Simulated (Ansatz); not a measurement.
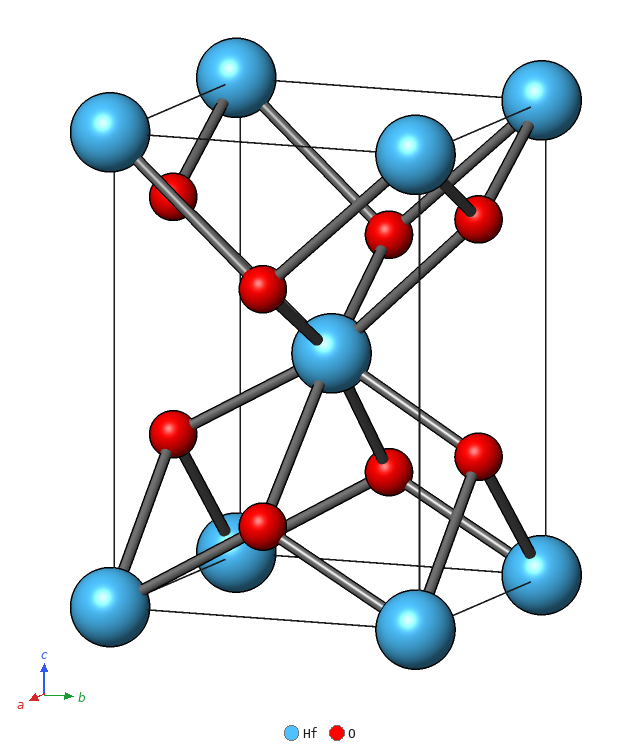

The image is a ball-and-stick drawing of a crystal, viewed slightly off an axis. Atoms at the boundary of the unit cell (the box) are drawn once for each face, edge or corner they touch.

HfO$_{2}$, a = 3.60 Å, b = 3.60 Å, c = 5.26 Å, α = 90.00°, β = 90.00°, γ = 90.00°.

Setup: DFT PBE, scalar-relativistic, plane waves, PAW in Ansatz 0.2.0; wavefunction cutoff 420 eV, k-points on a 6×6×4 grid, Gaussian smearing of 0.05 eV, no spin polarisation.

Is it conducting or gapped at this level?

An insulator at this level, with a gap of 4.68 eV on the k-mesh (the true edges may lie between mesh points, so the gap can be somewhat smaller).

Which way would the volume go on relaxing?

The computed pressure is 0.3 GPa (compressed: it would expand). The stress isn't hydrostatic: its largest component is 1.4 GPa.

The starting point was a structure listed in the Materials Project. The cell was then strained or its atoms displaced on purpose. A calculation with Ansatz used it as input.
